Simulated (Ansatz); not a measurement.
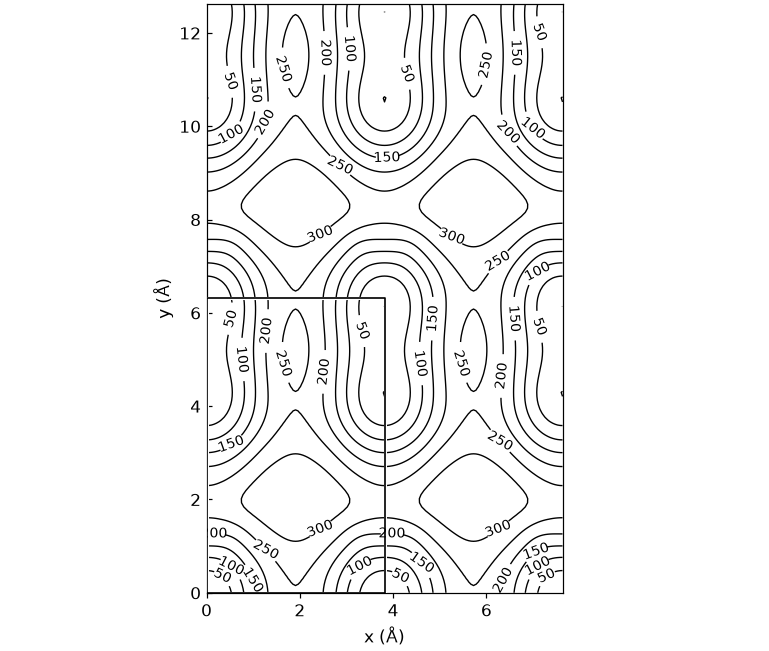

Energy landscape of O on a Si(100) slab cut from the P6_3/mmc phase, its upper half relaxed before the scan (8 atoms of substrate and one adsorbate in a 1 × 1 cell). 
- O is moved over the surface cell at a fixed height above a rigid substrate; the origin of the map has the adsorbate above Si7; the height is held at 3.00 Å.
- Places are given modulo a cell vector. The map is drawn in real space over the plane of the surface.
- The grid has 6 × 6 points; 24 points were computed and 12 follow by symmetry.
- Energies are in meV, from the lowest grid point.
- With one adsorbate in each 1 × 1 cell, its nearest image is 3.8 Å away, so neighbouring adsorbates interact. At a fixed height the lowest place need not be the adsorption site.
- These are results of DFT PBE+D3(BJ), scalar-relativistic, plane waves, PAW in Ansatz 0.2.0, not measurements. Settings: cutoff 420 eV, k-mesh 7×4×1, gaussian smearing 0.05 eV, spin-polarised.

The picture shows contour lines labelled in meV, the outline of one cell of the 2 × 2 shown. Between grid points the surface is interpolated. 

> What does the map say about the system?

The lowest grid point is at (0/6, 4/6) of the cell vectors [nearest 1 Si at 3.00 Å]. There is a further well near the top site over a surface Si atom, (0/6, 0/6) of the cell vectors (3.0 meV above the lowest at that grid point). The highest grid point, (3/6, 2/6) of the cell vectors, lies 339 meV above the lowest. On the interpolated surface the easiest way out of the lowest well to a well of about the same depth near the top site over a surface Si atom, (0/6, 0/6) of the cell vectors passes a barrier of about 23 meV.

The values on the grid:

```
second ↓, first →  0/6  1/6  2/6  3/6  4/6  5/6
              5/6   22   80  200  265  200   80
              4/6    0   65  192  249  192   65
              3/6  122  166  251  287  251  166
              2/6  263  290  325  339  325  290
              1/6  160  186  264  296  264  186
              0/6    3   68  193  248  193   68
```

The input of one point:

```yaml
crystal:
  lattice:
    - [3.8155170162, 0.0, 0.0]
    - [0.0, 6.3129357571, 0.0]
    - [0.0, 0.0, 21.2318711493]
  atoms:
    - { symbol: Si, position: [0.0, 0.9369021391, 0.188396019] }
    - { symbol: Si, position: [0.0, 0.5630978609, 0.188396019] }
    - { symbol: Si, position: [0.5, 0.4369021391, 0.240272977] }
    - { symbol: Si, position: [0.5, 0.0630978609, 0.240272977] }
    - { symbol: Si, position: [0.5, 0.9332664458, 0.3446595289] }
    - { symbol: Si, position: [0.5, 0.5667335542, 0.3446595289] }
    - { symbol: Si, position: [0.0, 0.4266292824, 0.3877129383] }
    - { symbol: Si, position: [0.0, 0.0733707176, 0.3877129383] }
    - { symbol: O, position: [0.0, 1.093295949, 0.5290099526], spin: 2.0 }
basis:
  ecutwfc: 420
kpoints:
  mp_grid: { grid: [7, 4, 1] }
hamiltonian:
  xc: pbe
  pseudopotentials: { kind: paw, azcp: { folder: soft_1 } }
  dispersion: d3bj
scf:
  occupations: { method: gaussian, width: 0.05 }
output:
  forces: true
  eigenvalues: true
  populations: true
magnetization:
  spin_polarized: true
efield:
  axis: 3
  dipole_correction: true
  ramp_width: 0.04
```

Each point was launched as `ansatz run input.yaml --threads 1 --pin off --max-ram 3072MiB --backend cpu --events-out ev --progress --plain --runs-dir out`. Time for the 24 points that were run: 48 min on 1 thread of Intel(R) Xeon(R) 6975P-C (Granite Rapids), with other jobs on the host.
